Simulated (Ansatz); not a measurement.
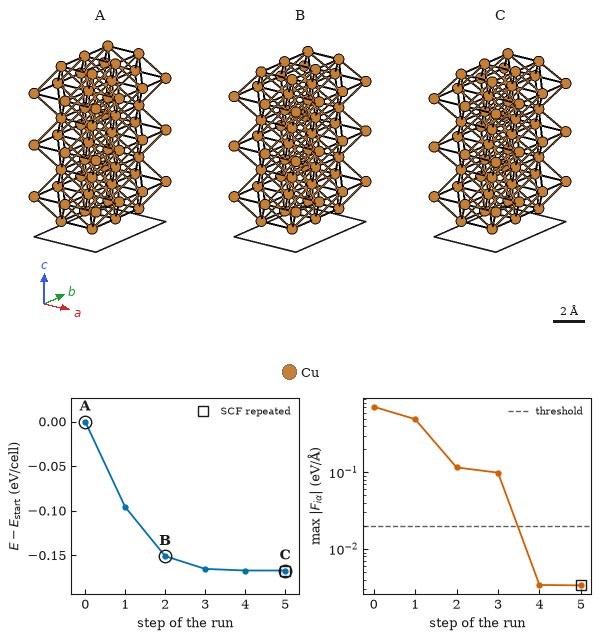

Frames of a constrained relaxation of a slab of composition Cu, marked on the history of the run. A ball-and-stick model of the 2 × 3 repeat of the cell, outlined in the plane, without the vacuum, seen from a free direction.

The slab is the (1 0 0) face of Cu. The run lets the atoms move in a fixed cell, from this start: the (1 0 0) slab of Cu, cut from the database cell, not relaxed. 3 atoms are held fixed.

Theory: Kohn-Sham DFT of a periodic cell, LDA, Ansatz PAW in Ansatz 0.2.0.

Input
```yaml
crystal:
  lattice:
    - [2.556191014, 0.0, 0.0]
    - [0.0, 2.556191014, 0.0]
    - [0.0, 0.0, 25.845]
  atoms:
    - { symbol: Cu, position: [0.5, 0.5, 0.2901915264] }
    - { symbol: Cu, position: [0.0, 0.0, 0.3601276843] }
    - { symbol: Cu, position: [0.5, 0.5, 0.4300638421] }
    - { symbol: Cu, position: [0.0, 0.0, 0.5] }
    - { symbol: Cu, position: [0.5, 0.5, 0.5699361579] }
    - { symbol: Cu, position: [0.0, 0.0, 0.6398723157] }
    - { symbol: Cu, position: [0.5, 0.5, 0.7098084736] }
hamiltonian:
  xc: lda
  pseudopotentials: { kind: paw }
kpoints:
  mp_grid: { grid: [10, 10, 1] }
scf:
  occupations: { method: fermi_dirac, width: 0.05 }
output:
  forces: true
  eigenvalues: true
relax:
  f_tol: 0.02
  max_steps: 40
  constraints: [{ sites: [0, 1, 2] }]
efield:
  axis: 3
  dipole_correction: true
  ramp_width: 0.04
```

Command:
```bash
ansatz run input.yaml --threads 4 --pin off --max-ram 11264MiB --backend cpu --events-out ev --progress --plain --runs-dir out
```

Describe the path.

Over 4 accepted moves (5 points after the start) the energy falls by 0.167 eV per cell of the calculation. The largest force component goes from 0.72 to 0.0034 eV/Å. 1 step only repeated the SCF at the same geometry. A Cu atom moves most: 0.55 Å along the normal (−c). The cell doesn't change. Among the contacts that change: Cu–Cu 2.556 → 2.432 Å, Cu–Cu 2.556 → 2.467 Å. Cost: 52 s on 4 threads of Arm Neoverse V2, with other jobs on the host, peak memory 0.66 GiB. From step 0 to 2: a Cu atom moves most (0.39 Å), energy −0.151 eV per cell of the calculation. From step 2 to 5: a Cu atom moves most (0.16 Å), energy −16.1 meV per cell of the calculation.

```json
{"step": "0", "E − E(0), meV/atom": "0.00", "largest force component, eV/Å": "0.7154", "note": ""}
{"step": "1", "E − E(0), meV/atom": "-13.68", "largest force component, eV/Å": "0.4921", "note": ""}
{"step": "2", "E − E(0), meV/atom": "-21.56", "largest force component, eV/Å": "0.1156", "note": ""}
{"step": "3", "E − E(0), meV/atom": "-23.61", "largest force component, eV/Å": "0.0988", "note": ""}
{"step": "4", "E − E(0), meV/atom": "-23.87", "largest force component, eV/Å": "0.0034", "note": ""}
{"step": "5", "E − E(0), meV/atom": "-23.87", "largest force component, eV/Å": "0.0034", "note": "same geometry, SCF repeated"}
```
